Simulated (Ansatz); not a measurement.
MoS₂: several calculations on one system

Part 1: Relaxation

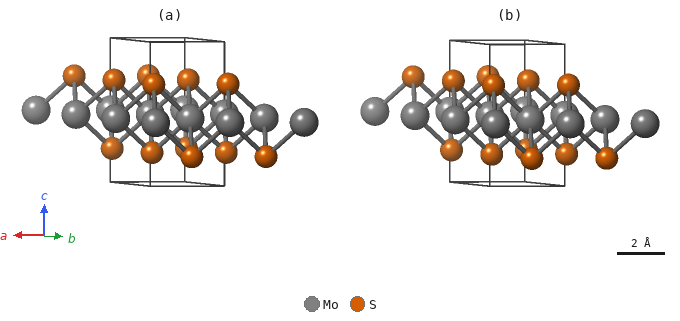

The structure of crystalline MoS2 (set up in P-3m1) before (left) and after (right) a relaxation, at one scale.

A ball-and-stick model of the cell of the calculation, repeated 2 × 3 × 1 with one cell outlined, seen from a free direction.

Case: volume × 0.97, shape and atoms relaxed.

These are results of Ansatz, DFT r2SCAN, scalar-relativistic, plane waves, PAW, not measurements.

Input
```yaml
crystal:
  lattice:
    - [3.1936465635, 0.0, 0.0]
    - [-1.5968232817, 2.7657790547, 0.0]
    - [0.0, 0.0, 6.2103874148]
  atoms:
    - { symbol: Mo, position: [0.0, 0.0, 0.5] }
    - { symbol: S, position: [0.3333333333, 0.6666666667, 0.2533961961] }
    - { symbol: S, position: [0.6666666667, 0.3333333333, 0.7466038039] }
basis:
  ecutwfc: 500
kpoints:
  mp_grid: { grid: [18, 18, 8] }
hamiltonian:
  xc: r2scan
scf:
  occupations: { method: gaussian, width: 0.1 }
output:
  forces: true
  stress: true
  eigenvalues: true
relax:
  adjacent_minimum: "off"
  f_tol: 0.01
  max_steps: 30
  cell: { stress_tol: 0.1, fix: [volume] }
```

Launched with:
```bash
ansatz run input.yaml --threads 1 --pin off --max-ram 2560MiB --backend cpu --events-out ev --progress --plain --runs-dir out
```

Describe what moved and what it gained.

Answer. After 2 accepted moves (3 points after the start) the energy has fallen by 6.6 meV per atom. The largest force component goes from 0.51 to 0.0098 eV/Å. The pressure goes from 4.48 to 0.70 GPa. At 1 point the geometry stayed and the basis and grid were re-selected for the new cell (energy shift of less than 0.05 meV per atom at most each time). The largest moves relative to the cell, 0.042 Å, are those of S2 and S3. S3 goes along +c. Mo stays in place. The drawn cell changes at constant volume: a = b 3.194 → 3.221 Å (+0.9 %), c 6.210 → 6.104 Å (−1.7 %). Some distances before and after: Mo1–S2 2.397 → 2.419 Å. The space group stays P-3m1 (No. 164).

Part 2: Relaxation

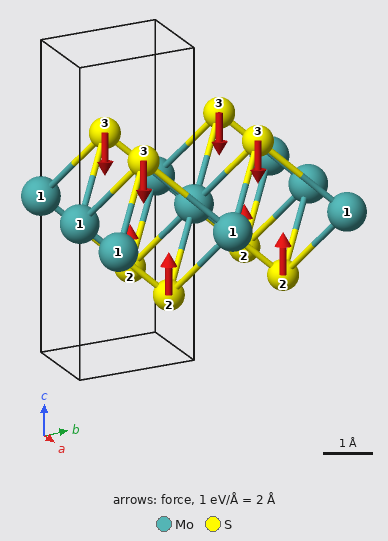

Starting geometry of a crystal of MoS2 (set up in P-3m1) with the computed forces as red arrows. Style: ball-and-stick. Shown: the cell of the calculation, repeated 2 × 2 × 1 with one cell outlined, slightly off an axis.

Case: volume × 1.06, shape and atoms relaxed.

These are results of Ansatz 0.2.0, DFT r2SCAN, scalar-relativistic, plane waves, PAW, not measurements.

The input:
```yaml
crystal:
  lattice:
    - [3.2606815116, 0.0, 0.0]
    - [-1.6303407558, 2.8238330227, 0.0]
    - [0.0, 0.0, 6.5104313751]
  atoms:
    - { symbol: Mo, position: [0.0, 0.0, 0.5] }
    - { symbol: S, position: [0.3333333333, 0.6666666667, 0.2599818323] }
    - { symbol: S, position: [0.6666666667, 0.3333333333, 0.7400181677] }
basis:
  ecutwfc: 500
kpoints:
  mp_grid: { grid: [18, 18, 8] }
hamiltonian:
  xc: r2scan
scf:
  occupations: { method: gaussian, width: 0.1 }
output:
  forces: true
  stress: true
  eigenvalues: true
relax:
  adjacent_minimum: "off"
  f_tol: 0.01
  max_steps: 30
  cell: { stress_tol: 0.1, fix: [volume] }
```

Launched with:
```bash
ansatz run input.yaml --threads 1 --pin off --max-ram 2560MiB --backend cpu --events-out ev --progress --plain --runs-dir out
```

### What follows when this structure is relaxed?

It isn't relaxed: the largest force vector, on S atoms, is 0.45 eV/Å. The atoms end up moving mostly along the starting forces (cosine between the two patterns 1.00). The largest moves relative to the cell, 0.044 Å, are those of S2 and S3. S2 goes along +c. Mo stays in place. The drawn cell changes at constant volume: a = b 3.261 → 3.230 Å (−1.0 %), c 6.510 → 6.636 Å (+1.9 %). Near-neighbour distances that change, for instance: Mo1–S2 2.447 → 2.424 Å. The space group stays P-3m1 (No. 164). After 3 accepted moves (4 points after the start) the energy has fallen by 6.1 meV per atom. Largest force component: 0.45 eV/Å at the start, 0.0019 eV/Å at the end. Pressure: −4.05 GPa at the start and −0.70 GPa at the end. The SCF was repeated once at an unchanged geometry on a basis and grid sized afresh for the cell, which shifted the energy by less than 0.05 meV per atom at most. Cost: 2.7 min on 1 thread of Arm Neoverse V1, on a shared host, peak memory 0.69 GiB.

Part 3: A change

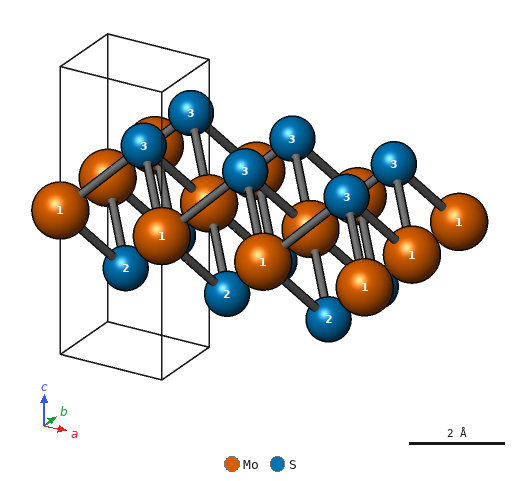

Reference structure: a crystal of MoS₂ (set up in P-3m1). The picture is a ball-and-stick view of the cell of the calculation, repeated 3 × 2 × 1 with one cell outlined, seen slightly off an axis.

All numbers below come from DFT r2SCAN, scalar-relativistic, plane waves, PAW (Ansatz 0.2.0). Set-up: plane-wave cutoff 500 eV; k-point mesh 18 × 18 × 8; occupations gaussian; smearing width 0.1 eV; no spin polarisation.

Now this is done to it. The volume is changed by +3.0 %. The cell's shape and the atoms are relaxed at that volume.

What does the calculation give for the changed structure?

The energy changes by less than 1 meV per atom. The pressure goes from 0.0 to −0.5 GPa. The drawn cell changes as follows: a = b 3.226 → 3.230 Å (+0.1 %), c 6.274 → 6.448 Å (+2.8 %); the volume changes by +3.0 %. The largest moves relative to the cell, 0.042 Å, are those of S2 and S3. S2 goes along +c. Mo stays in place. The space group stays P-3m1 (No. 164).

The changed structure in the same view:

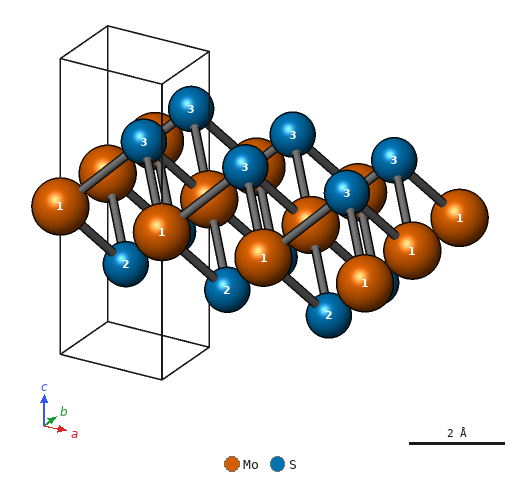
